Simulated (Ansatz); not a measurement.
Consider SiO$_{2}$.

Input

```
crystal:
  lattice:
    - [-3.596839595, 3.596839595, 6.06358622]
    - [3.596839595, -3.596839595, 6.06358622]
    - [3.596839595, 3.596839595, -6.06358622]
  atoms:
    - { symbol: Si, position: [0.0, 0.0, 0.0] }
    - { symbol: Si, position: [0.78777732, 0.99377024, 0.20599292] }
    - { symbol: Si, position: [0.00622976, 0.21222268, 0.79400708] }
    - { symbol: Si, position: [0.4182156, 0.21222268, 0.20599292] }
    - { symbol: Si, position: [0.78777732, 0.5817844, 0.79400708] }
    - { symbol: O, position: [0.26061177, 0.07909274, 0.18151903] }
    - { symbol: O, position: [0.92090726, 0.10242629, 0.18151903] }
    - { symbol: O, position: [0.92090726, 0.73938823, 0.81848097] }
    - { symbol: O, position: [0.89757371, 0.07909274, 0.81848097] }
    - { symbol: O, position: [0.73371349, 0.73371349, 0.0] }
    - { symbol: O, position: [0.26628651, 0.26628651, 0.0] }
    - { symbol: O, position: [0.5667715, 0.0667715, 0.133543] }
    - { symbol: O, position: [0.9332285, 0.0667715, 0.5] }
    - { symbol: O, position: [0.5667715, 0.4332285, 0.5] }
    - { symbol: O, position: [0.9332285, 0.4332285, 0.866457] }
kpoints:
  mp_grid: { grid: [4, 4, 4] }
scf:
  occupations: { method: fermi_dirac, width: 0.02 }
hamiltonian:
  xc: pbe
  pseudopotentials: { kind: paw, frozen_core: stored }
output:
  forces: true
  stress: true
  populations: true
  efg: { quadrupole_moments_barn: { O: -0.02558 } }
  write_density: true
  write_potential: true
  elf: true
  volumetric_format: npy
```

Run with:

```sh
ansatz run input.yaml --threads 1 --pin off --max-ram 3072MiB --backend cpu --events-out ev --progress --plain --runs-dir out
```

Below, planes, directions and counts refer to the conventional cell (a = 7.19 Å, b = 7.19 Å, c = 12.13 Å, α = 90.00°, β = 90.00°, γ = 90.00°).

Space group I-4m2; a structure from a database of computed crystals, not necessarily the ambient phase; not relaxed (largest force 0.5 eV/Å); computed pressure about 3 GPa in this cell.

The calculation used Ansatz, DFT, PBE, plane-wave PAW, default files, scalar-relativistic, frozen cores.

**Predict the valence pseudo-density and electron localisation function between the atoms.**

Si–O (1.62 Å): ρ at the midpoint is about 1.2 e/Å³; the ELF peaks at about 0.85 between the atoms, as expected for a shared but strongly polarised pair.

**Metal or insulator at this level of theory?**

It is gapped, with a Kohn–Sham gap of 5.8 eV on the k-point mesh (the band edges may lie off the mesh, which would make the gap smaller).

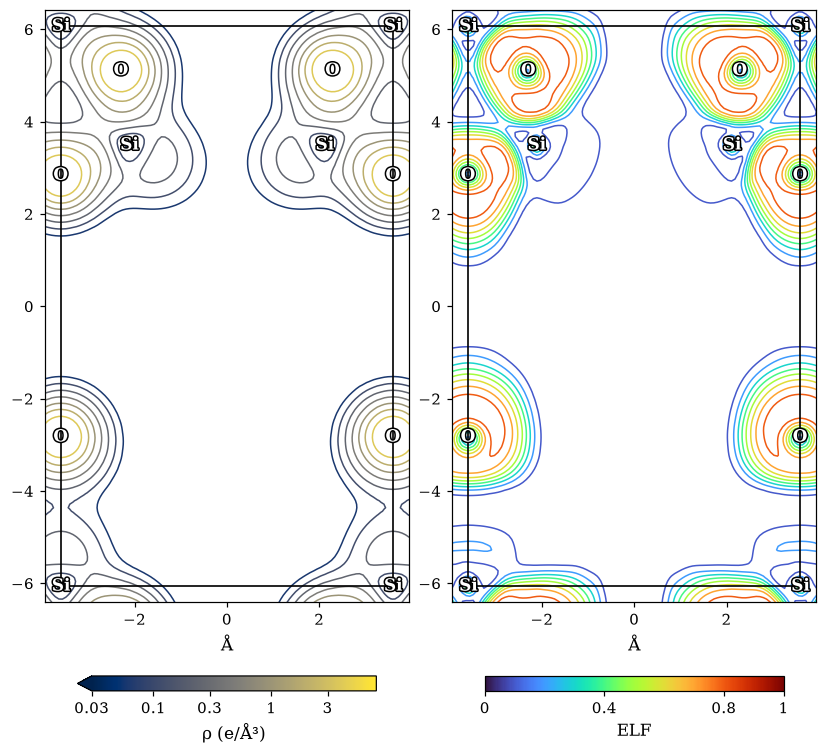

Computed valence pseudo-density and electron localisation function on the (010) plane of the conventional cell, in this order. 

In a PAW calculation such maps are meaningful between the atoms, not at the nuclei.
